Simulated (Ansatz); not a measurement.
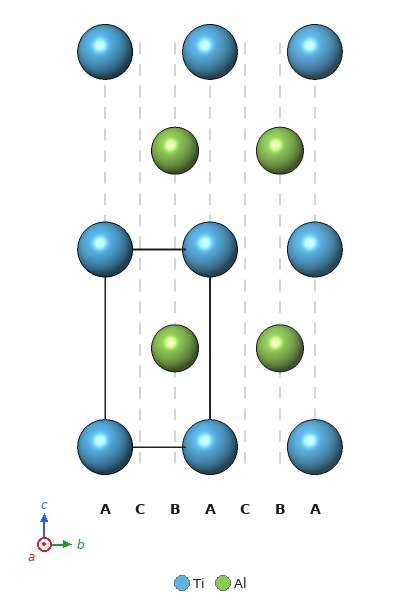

Projection along an edge of the hexagonal mesh, stacking direction c upwards. The dashed lines mark the three columns A (0, 0), B (1/3, 2/3) and C (2/3, 1/3). The sequence starts with the first layer at or above the cell's origin.

TiAl (space group P-6m2, No. 187). Coordinates: the input geometry of an electronic-structure calculation (not necessarily at equilibrium).

List the layers of one repeat.

Answer. Ti(A) – Al(B) (two layers in 4.68 Å).

Taking all atoms as equal spheres, what packing is it?

Answer. As equal spheres, AB: hexagonal close packing.
